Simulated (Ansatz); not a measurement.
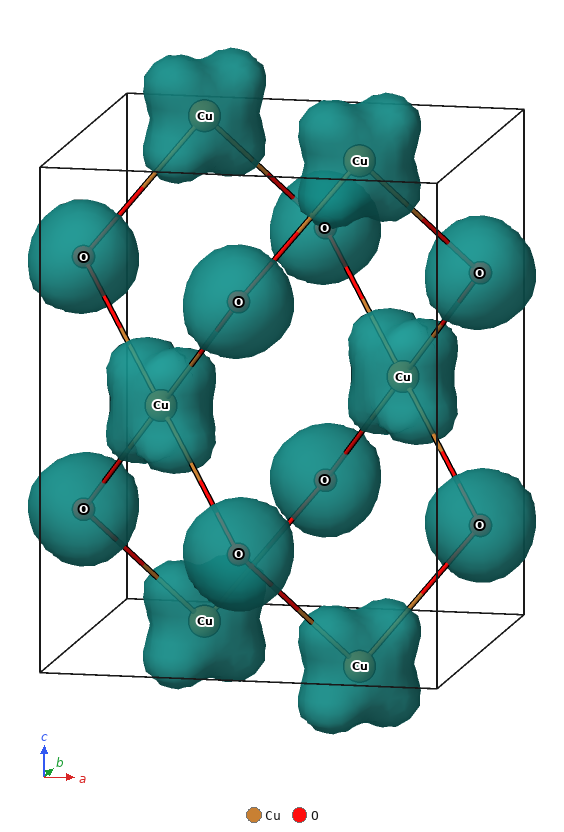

The picture shows: CuO. Isosurface of the spin density at +0.15 e/Å³ (teal), seen slightly off an axis. Sticks mark near contacts.

Space group Cccm; a structure from a database of computed crystals, not necessarily the ambient phase; spin-polarised.

Computed with DFT r2SCAN, scalar-relativistic, plane waves, PAW in Ansatz.

Q: Which atoms carry the moments, and with what signs?

A: The spin density sits on Cu: +0.6 μB (×4); O: +0.3 μB (×4) in one cell of 8 atoms: parallel main moments (a ferromagnetic arrangement) in this solution. The cell of the calculation (8 atoms) carries 3.8 μB of net spin moment.
